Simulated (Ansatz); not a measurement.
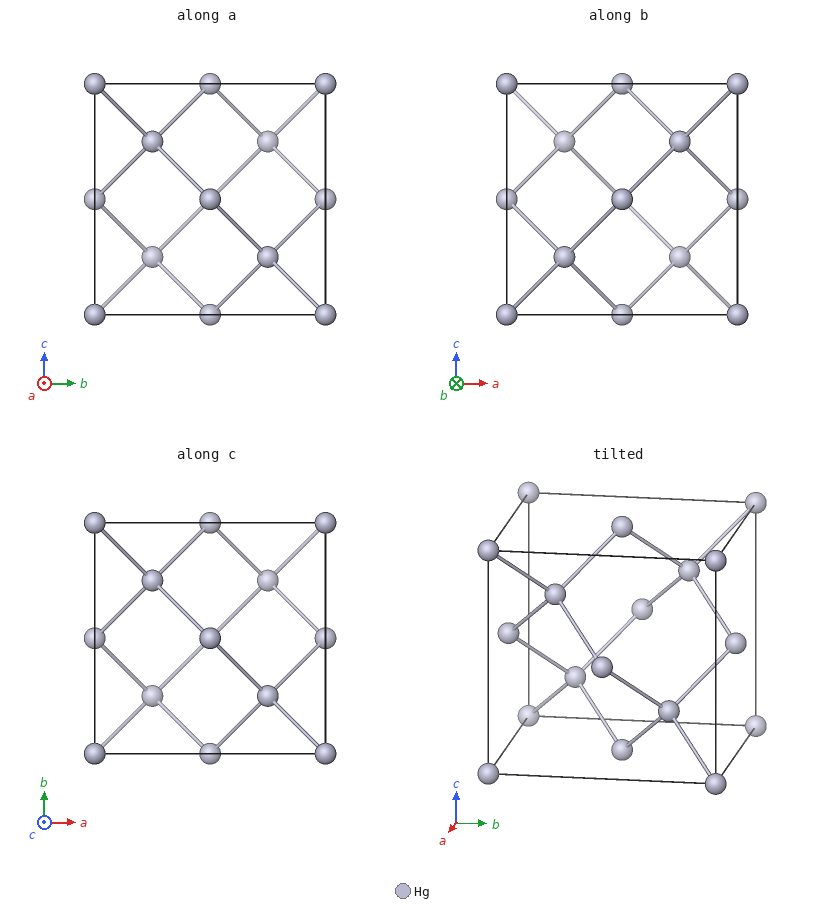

Shown here is a ball-and-stick view of the crystal, taken along the a axis, along the b axis, along the c axis and slightly off an axis. The wireframe shows the conventional unit cell.

Lattice parameters: a = 6.6952 Å, b = 6.6952 Å, c = 6.6952 Å, α = 90.000°, β = 90.000°, γ = 90.000°.

Q: Give the structure in the form of a CIF in P1 with every atom of the cell.

A:
```cif
data_structure
_symmetry_space_group_name_H-M 'P 1'
_symmetry_Int_Tables_number 1
_cell_length_a 6.6952
_cell_length_b 6.6952
_cell_length_c 6.6952
_cell_angle_alpha 90.000
_cell_angle_beta 90.000
_cell_angle_gamma 90.000
_cell_volume 300.12
loop_
_atom_site_label
_atom_site_type_symbol
_atom_site_fract_x
_atom_site_fract_y
_atom_site_fract_z
_atom_site_occupancy
Hg1 Hg 0.7500 0.7500 0.2500 1
Hg2 Hg 0.0000 0.5000 0.5000 1
Hg3 Hg 0.7500 0.2500 0.7500 1
Hg4 Hg 0.0000 0.0000 0.0000 1
Hg5 Hg 0.2500 0.7500 0.7500 1
Hg6 Hg 0.5000 0.5000 0.0000 1
Hg7 Hg 0.2500 0.2500 0.2500 1
Hg8 Hg 0.5000 0.0000 0.5000 1
```

It goes back to a structure type filled with this element by a generator (whether the element takes this form wasn't checked). Earlier steps of the study may have refined or changed the cell and positions. A calculation with Ansatz used it as input.
